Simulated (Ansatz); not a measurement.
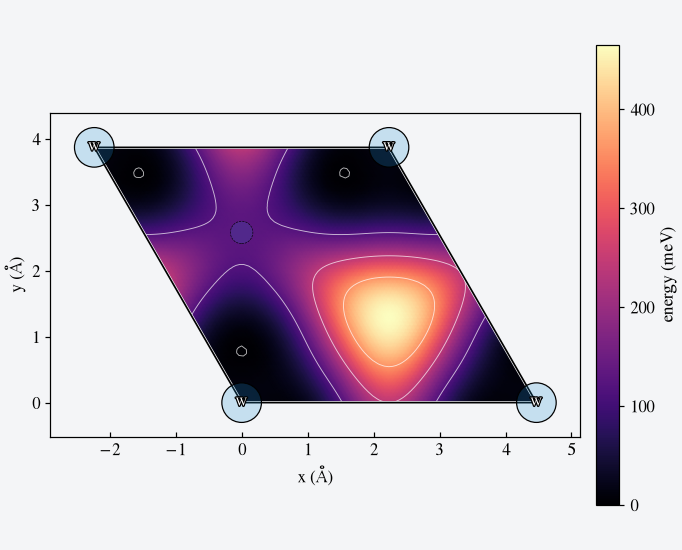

Si on a W(111) slab cut from the Im-3m phase, its upper half relaxed before the scan (6 atoms of substrate and one adsorbate in a 1 × 1 cell). Si is moved over the surface cell at a fixed height above a rigid substrate; the origin of the map has the adsorbate above W6; the height is held at 2.80 Å. Places are given modulo a cell vector. The map is drawn in real space over the plane of the surface. The scan uses a 9 × 9 grid; 19 points were computed and 62 follow by symmetry. All energies are given in meV relative to the lowest grid point. The runs have no spin polarisation, so an open-shell adsorbate far from the surface lies too high. With one adsorbate in each 1 × 1 cell, its nearest image is 4.5 Å away, so neighbouring adsorbates interact. At a fixed height the lowest place need not be the adsorption site. The calculation used DFT PBE+D3(BJ), scalar-relativistic, plane waves, PAW (Ansatz). Settings: cutoff 420 eV, k-mesh 6×6×1, gaussian smearing 0.1 eV, no spin polarisation.

In the figure: a smooth colour map with a few white contour lines, labelled circles for the atoms of the top layer and small ones for the second layer, the outline of one cell of the plane. Between grid points the surface is interpolated.

The lowest grid point is at (1/9, 2/9) of the cell vectors [nearest 1 W at 2.93 Å]; the map holds 3 wells of about this depth. The highest grid point, a threefold hollow over a third-layer W atom, (6/9, 3/9) of the cell vectors, lies 465 meV above the lowest. On the interpolated surface the easiest way out of the lowest well to a well of about the same depth near (1/9, 8/9) of the cell vectors [nearest 1 W at 2.93 Å] passes a barrier of about 12 meV, counted from the interpolated bottom of the well. At the lowest point the adsorbate has 1 W at 2.93 Å as nearest neighbours, at the highest 3 W at 3.81 Å.

The scan is repeated with another setting: the height is held at 2.50 Å; all else is set up alike.

How does the landscape change?

The minimum (interpolated where it lies between grid points) moves from about (0.10, 0.20) of the cell vectors to (1/9, 3/9) of the cell vectors [nearest 1 W at 2.82 Å]. The span from the lowest to the highest grid point grows from 465 to 488 meV. In the new map: at the lowest point the adsorbate has 1 W at 2.82 Å as nearest neighbours, at the highest 3 W at 3.59 Å.

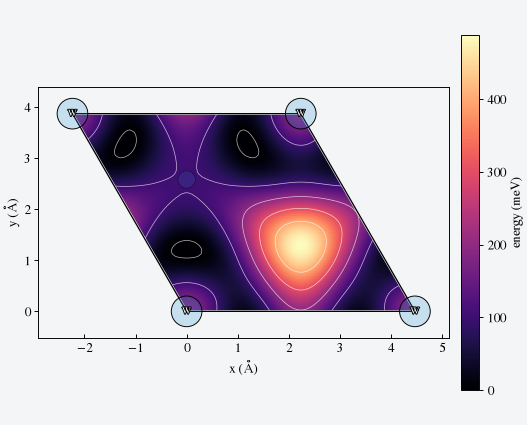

The map after the change, on a colour scale of its own. The picture shows a smooth colour map with a few white contour lines, labelled circles for the atoms of the top layer and small ones for the second layer, the outline of one cell of the plane. Between grid points the surface is interpolated.

PAW datasets: the set soft_1.
